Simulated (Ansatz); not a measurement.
```
CELL_PARAMETERS angstrom
4.30471 0.00000 0.00000
0.00000 6.08778 0.00000
0.00000 0.00000 27.91413
ATOMIC_POSITIONS crystal
In 0.50000 0.50000 0.26868
As 0.00000 0.75000 0.26868
In 0.00000 0.00000 0.34579
As 0.50000 0.25000 0.34579
In 0.50000 0.50000 0.42289
As 0.00000 0.75000 0.42289
In 0.00000 0.00000 0.50000
As 0.50000 0.25000 0.50000
In 0.50000 0.50000 0.57711
As 0.00000 0.75000 0.57711
In 0.00000 0.00000 0.65421
As 0.50000 0.25000 0.65421
In 0.50000 0.50000 0.73132
As 0.00000 0.75000 0.73132
```

Not relaxed (largest force 1.4 eV/Å).

Level of theory: DFT PBEsol, scalar-relativistic, plane waves, PAW (Ansatz 0.2.0).

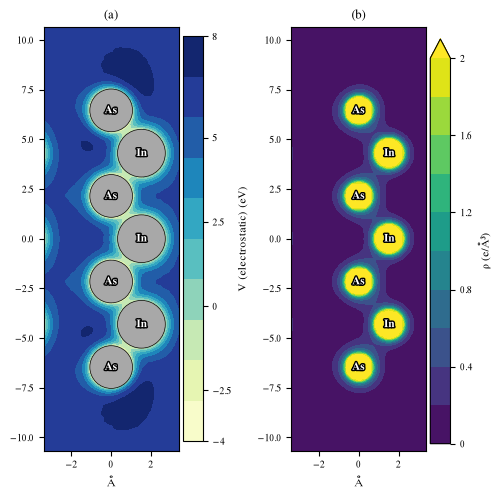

InAs (slab). (a) electrostatic potential energy of an electron; (b) valence pseudo-density on the (100) plane of the calculation cell, a cut from vacuum to vacuum. Grey discs cover the atomic cores in the potential map.

> Interpret the plot.

The section cuts through As and In sites. In–As (2.64 Å): ρ at the midpoint is about 0.4 e/Å³. The density dies away to nearly zero in the vacuum.
